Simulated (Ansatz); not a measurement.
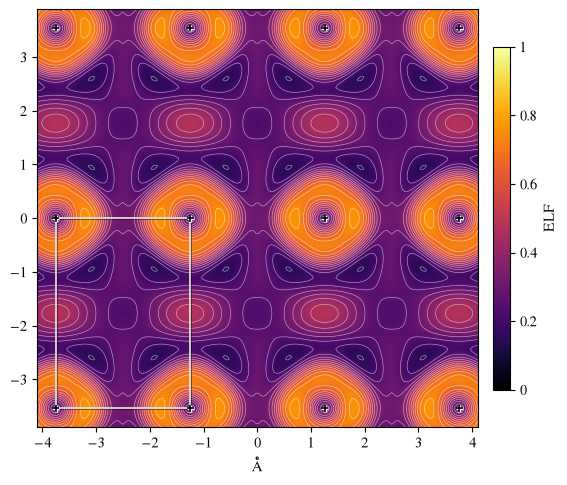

The electron localisation function on a plane through atoms (crosses mark nuclei in the plane).

These are results of DFT, PBEsol, plane waves (420 eV) with PAW, scalar-relativistic (Ansatz), not measurements.

Candidates:
A. Co, a = 2.62 Å, b = 2.62 Å, c = 2.62 Å, α = 90.00°, β = 90.00°, γ = 90.00°. Space group Im-3m; set up as Co, bcc; a generated structure, not necessarily the stable one; changed on purpose from its base cell (volume × 0.88); computed pressure about 58 GPa in this cell; spin-polarised.
B. Mo, a = 2.50 Å, b = 2.50 Å, c = 2.50 Å, α = 90.00°, β = 90.00°, γ = 90.00°. Space group Pm-3m; set up as Mo, simple cubic; a generated structure, not necessarily the stable one; changed on purpose from its base cell (volume × 0.92); computed pressure about 19 GPa in this cell; computed without spin polarisation.

> Which system is this?

Candidate B: Mo on the (011) plane of the conventional cell, which holds Mo. Mo–Mo (2.50 Å): the ELF is about 0.30 at the midpoint.
